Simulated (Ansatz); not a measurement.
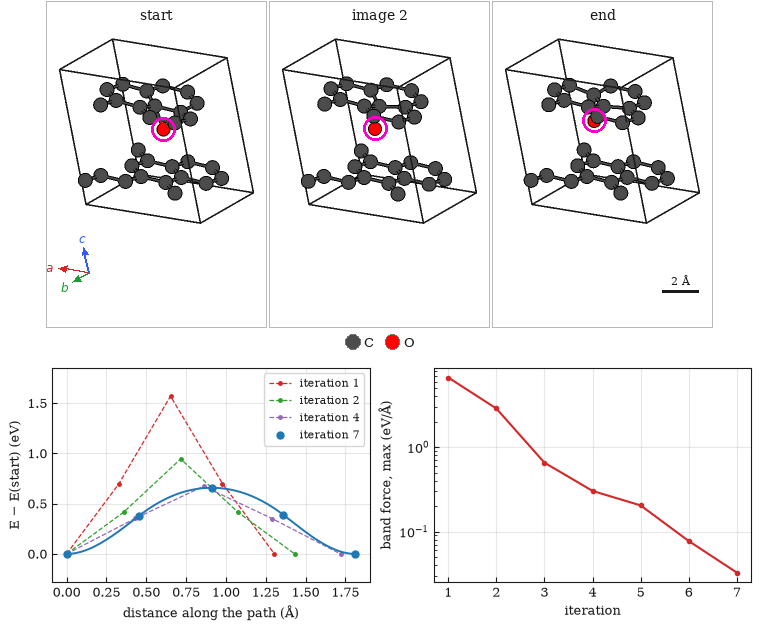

NEB run on a defect cell of composition C28O (29 atoms in the cell). Images are numbered from 0 (start) to 4 (end). The plot follows the band through its iterations. Style: ball-and-stick. Shown: the reduced simulation cell (origin moved), from a free direction. The moving atom is ringed, with any periodic copies. Lengths and directions refer to the drawn axes. Bonds to atoms that aren't drawn are left out.

Method: DFT PBE, scalar-relativistic, plane waves, PAW (Ansatz 0.2.0). Run with plane-wave cutoff 420 eV; k-point mesh 4 × 4 × 4; Gaussian smearing 0.1 eV; 3 movable images; climbing image.

Did the band converge, and can the barrier be trusted?

Answer. The run is converged, with reservations. The band converged in 7 iterations. The largest component of the band force went from 6.7 to 0.033 eV/Å. The climbing image converged on the top of the path. Its curvatures weren't checked. The first iteration put the highest image at 1.57 eV. The barrier is about 0.66 eV in both directions, with image 2 at the top; the ends have the same energy.

Limits of the set-up: the periodic images lie only 6.5 Å apart, so the values are limited by the cell's size.

The run took 5.1 min on 4 threads of Intel(R) Xeon(R) 6975P-C (Granite Rapids), on a shared host, peak memory 3.3 GiB.
